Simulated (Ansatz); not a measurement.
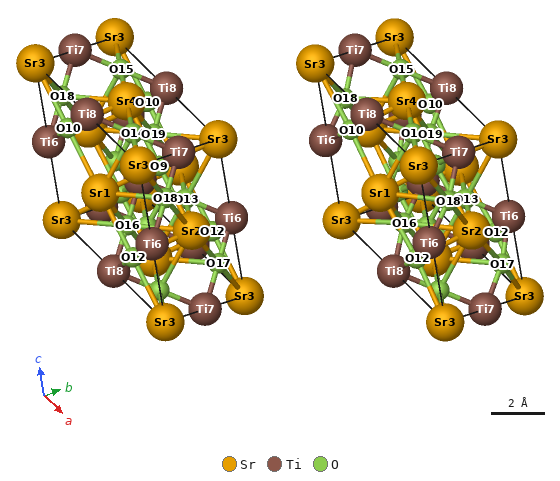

Two geometries of a defect cell of composition Sr4Ti4O11 (cell charge +2), drawn at one scale. One is the start of a relaxation, the other its converged end. The picture is a ball-and-stick view of the cell of the calculation, seen slightly off an axis.

All numbers below come from DFT r2SCAN, scalar-relativistic, plane waves, PAW (Ansatz). (plane-wave cutoff 500 eV; k-point mesh 2 × 2 × 2; occupations gaussian; smearing width 0.02 eV; mesh shifted by (0.5, 0.5, 0.5); no spin polarisation; atoms relaxed in a fixed cell; force threshold 0.02 eV/Å; at most 60 steps)

**Which of the two is the end point?**

The right one is the relaxed one. Case: O on a O site beside a O vacancy, charge +2, atoms relaxed. The largest moves, 0.15 Å, are those of O atoms. Largest moves by element: O 0.15 Å, Ti 0.13 Å, Sr 0.01 Å. The cell doesn't change. Some distances before and after: O–Ti 1.954 → 1.826 Å, O–Sr 2.763 → 2.862 Å, O–Sr 2.763 → 2.668 Å, Sr–Ti 3.384 → 3.467 Å. Among the angles between lasting bonds that change: O–Ti–O 180.0° → 163.7°, Ti–O–Ti 180.0° → 167.7°, O–Ti–O 180.0° → 171.7°. The energy falls by 1.628 eV per cell of the calculation in 4 accepted moves (5 points after the start). Largest force component: 5.1 eV/Å at the start, 0.018 eV/Å at the end. 1 step only repeated the SCF at the same geometry. Cost: 55 s on 8 threads of AMD EPYC (Zen 3) (shared host), peak memory 1.1 GiB.

Limits of the set-up: the periodic images lie only 6.8 Å apart, so the values are limited by the cell's size; the cell is charged, on a uniform background, and energies carry no finite-size correction.
